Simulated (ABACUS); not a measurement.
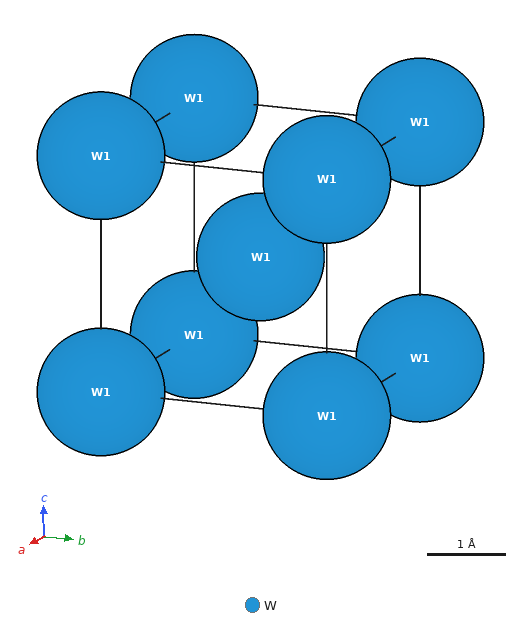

*The structure as given in the input (spheres-only view of the cell 2 times as large as that of the calculation, set on its symmetry axes, seen at an oblique angle; atoms are numbered from 1 in the order of the input).*

Geometry relaxation, with input and output: W (part 1 of 3)

The run: geometry relaxation of W (Im-3m, 1 atom in the cell). Method and program: Kohn-Sham DFT of a periodic cell, PW91, PseudoDojo NC SR 0.5 PBE stringent, no spin polarisation (ABACUS 3.10.1).

The structure derives from an entry of the Crystallography Open Database.

What the program printed:
```
ABACUS v3.10.1

               Atomic-orbital Based Ab-initio Computation at UStc

 ------------------------------------------------------------------------------------

 READING GENERAL INFORMATION
                           global_out_dir = OUT.W/
                           global_in_card = INPUT
                               pseudo_dir = ./
                              orbital_dir =
                                    DSIZE = 4
                                    GSIZE = 1

 READING UNITCELL INFORMATION
                                    ntype = 1
                  lattice constant (Bohr) = 1.88973
              lattice constant (Angstrom) = 1

 READING ATOM TYPE 1
                               atom label = W
                      L=0, number of zeta = 1
                      L=1, number of zeta = 1
                      L=2, number of zeta = 1
             number of atom for this type = 1

                        TOTAL ATOM NUMBER = 1
DIRECT COORDINATES
    atom                   x                   y                   z     mag                  vx                  vy                  vz
taud_W1            0.0000000000        0.0000000000        0.0000000000  0.0000        0.0000000000        0.0000000000        0.0000000000

                          Volume (Bohr^3) = 106.945
                             Volume (A^3) = 15.8476

 Lattice vectors: (Cartesian coordinate: in unit of a_0)
              +2.7407                  +0                  +0
            -0.913567            +2.58396                  +0
            -0.913567            -1.29198            +2.23777
 Reciprocal vectors: (Cartesian coordinate: in unit of 2 pi/a_0)
             +0.36487           +0.129001           +0.223436
                   -0           +0.387003           +0.223436
                   +0                  -0           +0.446873
 The esolver type has been set to : ksdft_pw

                PAO radial cut off (Bohr) = 10

 Read in pseudopotential file is W.upf
                     pseudopotential type = NC
          exchange-correlation functional = PBE
                 nonlocal core correction = 1
                        valence electrons = 14
                                     lmax = 3
                           number of zeta = 4
                     number of projectors = 8
                           L of projector = 0
                           L of projector = 0
                           L of projector = 1
                           L of projector = 1
                           L of projector = 2
                           L of projector = 2
                           L of projector = 3
                           L of projector = 3
 XC functional updated to : GGA_X_PW91+GGA_C_PW91
          exchange-correlation functional = GGA_X_PW91+GGA_C_PW91
     initial pseudo atomic orbital number = 10

 SETUP THE ELECTRONS NUMBER
             electron number of element W = 14
       total electron number of element W = 14
            AUTOSET number of electrons:  = 14
                           occupied bands = 7
                                   NBANDS = 11
                                   NLOCAL = 9

%%%%%%%%%%%%%%%%%%%%%%%%%%%%%%%%%%%%%%%%%%%%%%%%%%%%%%%%%%%%%%%%%%%%%%%%%%%%%%%%%%%%%%%%%%%%%%%%%%%%%%%%%%
 Warning: the number of valence electrons in pseudopotential > 6 for W: [Xe] 4f14 5d4 6s2
 Pseudopotentials with additional electrons can yield (more) accurate outcomes, but may be less efficient.
 If you're confident that your chosen pseudopotential is appropriate, you can safely ignore this warning.
%%%%%%%%%%%%%%%%%%%%%%%%%%%%%%%%%%%%%%%%%%%%%%%%%%%%%%%%%%%%%%%%%%%%%%%%%%%%%%%%%%%%%%%%%%%%%%%%%%%%%%%%%%

 SETUP THE PLANE WAVE BASIS
 energy cutoff for charge/potential (unit:Ry) = 296
            fft grid for charge/potential = [ 30, 30, 30 ]
                        fft grid division = [ 1, 1, 1 ]
        big fft grid for charge/potential = [ 30, 30, 30 ]
                                     nbxx = 27000
                                     nrxx = 27000

 SETUP PLANE WAVES FOR CHARGE/POTENTIAL
                    number of plane waves = 9213
                         number of sticks = 603

 PARALLEL PW FOR CHARGE/POTENTIAL
     PROC   COLUMNS(POT)             PW
        1            603           9213
 --------------- sum -------------------
        1            603           9213
                            number of |g| = 151
                                  max |g| = 26.7592
                                  min |g| = 0

----------- Double Check Mixing Parameters Begin ------------
mixing_type: broyden
mixing_beta: 0.7
mixing_gg0: 1
mixing_gg0_min: 0.1
mixing_ndim: 8
----------- Double Check Mixing Parameters End ------------

 LATTICE VECTORS: (CARTESIAN COORDINATE: IN UNIT OF A0)
              +2.7407                  +0                  +0
            -0.913567            +2.58396                  +0
            -0.913567            -1.29198            +2.23777
                       right hand lattice = 1
                                   NORM_A = 2.7407
                                   NORM_B = 2.7407
                                   NORM_C = 2.7407
                           ALPHA (DEGREE) = 109.471
                           BETA  (DEGREE) = 109.471
                           GAMMA (DEGREE) = 109.471

 The lattice vectors have been changed (STRU_SIMPLE.cif)

(for optimal symmetric configuration:)
                             BRAVAIS TYPE = 2
                     BRAVAIS LATTICE NAME = 02. Cubic I (body-centered)
                                    ibrav = 2
                                    IBRAV = 2
                                  BRAVAIS = BODY CENTERED CUBIC
                       LATTICE CONSTANT A = 3.16469
Original cell was already a primitive cell.
                        ROTATION MATRICES = 48
              PURE POINT GROUP OPERATIONS = 48
                   SPACE GROUP OPERATIONS = 48
                              POINT GROUP = O_h
               POINT GROUP IN SPACE GROUP = O_h

 SETUP K-POINTS
                                    nspin = 1
                   Input type of k points = Monkhorst-Pack(Gamma)
                                   nkstot = 1000
                       right hand lattice = 1
(for reciprocal lattice: )
                             BRAVAIS TYPE = 3
                     BRAVAIS LATTICE NAME = 03. Cubic F (face-centered)
                                    ibrav = 3
                       right hand lattice = 1
(for k-lattice: )
                             BRAVAIS TYPE = 3
                     BRAVAIS LATTICE NAME = 03. Cubic F (face-centered)
                                    ibrav = 3
                       right hand lattice = 1
                        ROTATION MATRICES = 48
                               nkstot_ibz = 47
K-POINTS REDUCTION ACCORDING TO SYMMETRY
     IBZ    DIRECT_X    DIRECT_Y    DIRECT_Z  WEIGHT  ibz2bz
       1  0.00000000  0.00000000  0.00000000  0.0010       0
       2 -0.10000000  0.10000000  0.00000000  0.0120       1
       3 -0.20000000  0.20000000  0.00000000  0.0120       2
       4 -0.30000000  0.30000000  0.00000000  0.0120       3
       5 -0.40000000  0.40000000  0.00000000  0.0120       4
       6  0.50000000  0.50000000  0.00000000  0.0060       5
       7  0.10000000  0.10000000 -0.20000000  0.0240      11
       8 -0.10000000 -0.20000000  0.30000000  0.0480      12
       9 -0.40000000  0.30000000  0.10000000  0.0480      13
      10  0.50000000  0.40000000  0.10000000  0.0480      14
      11 -0.20000000 -0.20000000  0.40000000  0.0240      22
      12  0.50000000  0.30000000  0.20000000  0.0480      23
      13  0.40000000  0.40000000  0.20000000  0.0240      24
      14  0.40000000  0.30000000  0.30000000  0.0240      33
      15 -0.10000000 -0.10000000  0.30000000  0.0080     111
      16 -0.10000000 -0.20000000  0.40000000  0.0240     112
      17  0.50000000  0.30000000  0.10000000  0.0240     113
      18  0.40000000  0.40000000  0.10000000  0.0120     114
      19 -0.10000000  0.10000000  0.10000000  0.0060     119
      20  0.50000000  0.20000000  0.20000000  0.0240     122
      21  0.40000000  0.30000000  0.20000000  0.0480     123
      22 -0.20000000  0.20000000  0.10000000  0.0240     128
      23  0.30000000  0.30000000  0.30000000  0.0080     133
      24 -0.30000000  0.30000000  0.10000000  0.0240     137
      25 -0.30000000  0.20000000  0.20000000  0.0240     138
      26 -0.40000000  0.40000000  0.10000000  0.0240     146
      27 -0.40000000  0.30000000  0.20000000  0.0480     147
      28  0.50000000  0.50000000  0.10000000  0.0120     155
      29  0.50000000  0.40000000  0.20000000  0.0480     156
      30  0.50000000  0.30000000  0.30000000  0.0240     157
[... 17 further k points ...]

                               nkstot now = 47
[... K-POINTS DIRECT COORDINATES: 47 rows ...]

           k-point number in this process = 12
       minimum distributed K point number = 11
[... stars of the k points ...]

[... K-POINTS CARTESIAN COORDINATES: 12 rows ...]

[... K-POINTS DIRECT COORDINATES: 12 rows ...]

 SETUP PLANE WAVES FOR WAVE FUNCTIONS
     energy cutoff for wavefunc (unit:Ry) = 74
              fft grid for wave functions = [ 30, 30, 30 ]
                    number of plane waves = 1745
                         number of sticks = 201

 PARALLEL PW FOR WAVE FUNCTIONS
     PROC   COLUMNS(POT)             PW
        1            201           1745
 --------------- sum -------------------
        1            201           1745

 SETUP NONLOCAL PSEUDOPOTENTIALS IN PLANE WAVE BASIS
 W non-local projectors:
 projector 1 L=0
 projector 2 L=0
 projector 3 L=1
 projector 4 L=1
 projector 5 L=2
 projector 6 L=2
 projector 7 L=3
 projector 8 L=3
      TOTAL NUMBER OF NONLOCAL PROJECTORS = 32

 Init Non-Local PseudoPotential table :
 Init Non-Local-Pseudopotential done.

                                     npwx = 1157

 Make real space PAO into reciprocal space.
       max mesh points in Pseudopotential = 1001
     dq(describe PAO in reciprocal space) = 0.01
                                    max q = 1728

 number of pseudo atomic orbitals for W is 4
WARNING: norm of atomic wavefunction # 3 of atomic type W is 0.999981, renormalized
WARNING: norm of atomic wavefunction # 4 of atomic type W is 0.99991, renormalized

 -------------------------------------------
 STEP OF RELAXATION : 1
 -------------------------------------------
                                 init_chg = atomic

 PW ALGORITHM --------------- ION=   1  ELEC=   1--------------------------------
 Notice: Threshold on eigenvalues was too large.
 hsover_error=0.14 > DRHO=0.0330286
 Origin diag ethr = 0.01
 New diag ethr = 0.000235919

 Density error is 0.0347833628371
                          Error Threshold = 0.000235918897315
----------------------------------------------------------
     Energy           Rydberg                 eV
----------------------------------------------------------
 E_KohnSham     -151.8222649380      -2065.6478864223
 E_Harris       -152.8786113646      -2080.0202168861
 E_Fermi        1.6966430853         23.0840134321
----------------------------------------------------------

 PW ALGORITHM --------------- ION=   1  ELEC=   2--------------------------------

 Density error is 0.000815439701729
                          Error Threshold = 0.000248452591693
----------------------------------------------------------
     Energy           Rydberg                 eV
----------------------------------------------------------
 E_KohnSham     -151.8275136406      -2065.7192986850
 E_Harris       -151.8279459889      -2065.7251810857
 E_Fermi        1.6644898089         22.6465456645
----------------------------------------------------------

 PW ALGORITHM --------------- ION=   1  ELEC=   3--------------------------------

 Density error is 7.8333612705e-05
                          Error Threshold = 5.82456929807e-06
----------------------------------------------------------
     Energy           Rydberg                 eV
----------------------------------------------------------
 E_KohnSham     -151.8275798670      -2065.7201997415
 E_Harris       -151.8393124472      -2065.8798296839
 E_Fermi        1.6647609009         22.6502340603
----------------------------------------------------------

 PW ALGORITHM --------------- ION=   1  ELEC=   4--------------------------------

 Density error is 2.62101482269e-07
                          Error Threshold = 5.59525805035e-07
----------------------------------------------------------
     Energy           Rydberg                 eV
----------------------------------------------------------
 E_KohnSham     -151.8275847799      -2065.7202665842
 E_Harris       -151.8290875088      -2065.7407122609
 E_Fermi        1.6643748019         22.6449809129
----------------------------------------------------------

 PW ALGORITHM --------------- ION=   1  ELEC=   5--------------------------------

 Density error is 2.83458804126e-08
                          Error Threshold = 1.87215344478e-09
----------------------------------------------------------
     Energy           Rydberg                 eV
----------------------------------------------------------
 E_KohnSham     -151.8275853562      -2065.7202744261
 E_Harris       -151.8275649543      -2065.7199968440
 E_Fermi        1.6643363713         22.6444580387
----------------------------------------------------------

 PW ALGORITHM --------------- ION=   1  ELEC=   6--------------------------------
```
